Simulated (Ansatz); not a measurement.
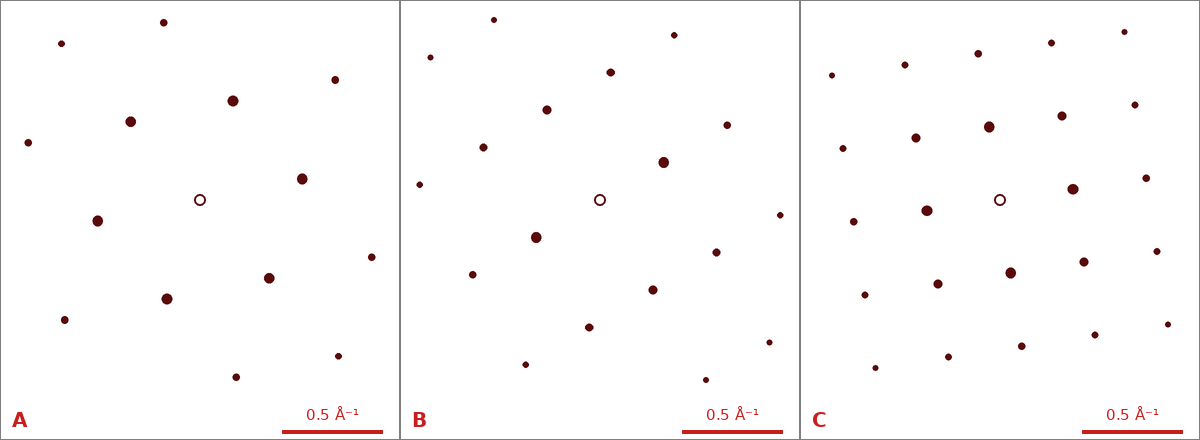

Kinematic zone-axis patterns, calculated for 200 keV electrons with B = 0.5 Å².

All three come from Nb, space group Pm-3m (No. 221), a = 2.708 Å. Structure: coordinates from a relaxation with DFT, m-r2SCAN, plane waves (500 eV) with PAW, scalar-relativistic in Ansatz; the starting structure was generated, so it need not be a known form of this composition.

```json
{"atom": "Nb", "site": "1a", "symmetry": "m-3m", "x": "0.0000", "y": "0.0000", "z": "0.0000"}
```

Assign the zone axes [001], [110], [111] to A, B and C.

Answer. A is [111]: hexagonal net of -1 1 0 at d = 1.92 Å and -1 0 1 at d = 1.92 Å, at 60.0°. B is [110]: rectangular net of 0 0 1 at d = 2.71 Å and 1 -1 0 at d = 1.92 Å, at 90.0°. C is [001]: square net of 1 0 0 at d = 2.71 Å and 0 1 0 at d = 2.71 Å, at 90.0°.
